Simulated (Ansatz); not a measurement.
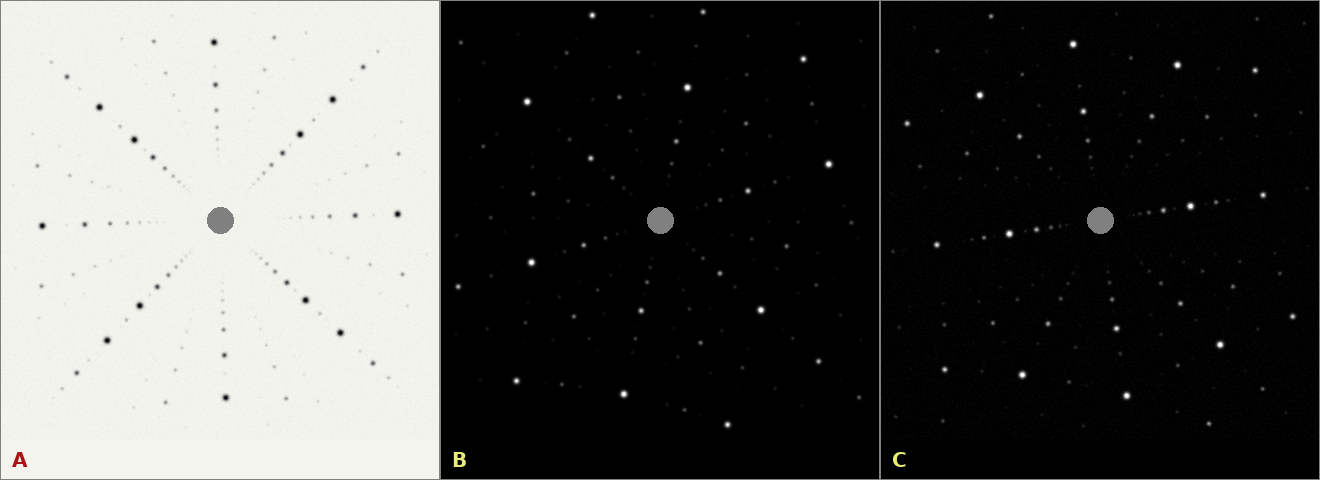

Simulated back-reflection Laue patterns (white X-rays, 0.45 to 2.2 Å, flat plate covering ±45° about the beam, kinematic intensities, seen from the source). Crystal: Ir, space group Pm-3m (No. 221), a = 2.617 Å. Structure: the geometry relaxed with DFT, BLYP, plane waves (420 eV) with PAW, scalar-relativistic in Ansatz; the starting structure was generated, so it need not be a known form of this composition.

The directions [001], [110], [111] point towards the source, in some order. Which is which?

Answer. A: [001], symmetry 4mm (a fourfold axis with mirror lines). B: [111], symmetry 3m (a threefold axis with three mirror lines). C: [110], symmetry 2mm (a twofold axis with two mirror lines). The Laue class is m-3m.
